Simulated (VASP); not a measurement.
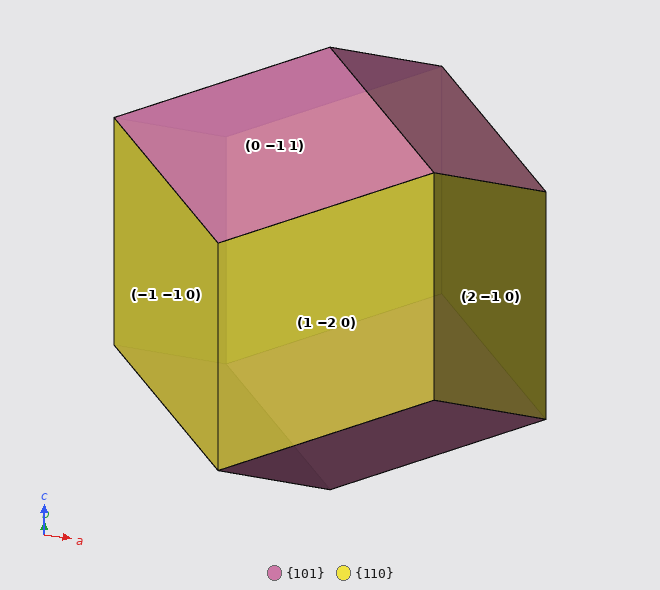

Si, space group R-3 (No. 148), a = 9.426 Å, b = 9.426 Å, c = 5.652 Å, α = 90.00°, β = 90.00°, γ = 120.00°. The shape was computed with the Donnay–Harker form of the Bravais–Friedel law: planes with larger spacing d grow more slowly and so show as larger faces; centring, glide planes and screw axes halve or divide d. Source: a cell listed in the Materials Project, as set up for an electronic-structure calculation. Forms under 0.4 % of the area are left out.

> How many faces does the whole crystal have, by form?

12 faces: 6 of {110} and 6 of {101}.

> Describe the habit.

It is roughly equant (blocky). Widths along a, b and c stand as 1.00 : 1.00 : 1.23.

> List the forms with their spacings and shares.

```csv
form,faces,d (Å),share of area (%)
{110},6,4.713,51.0
{101},6,4.647,49.0
```
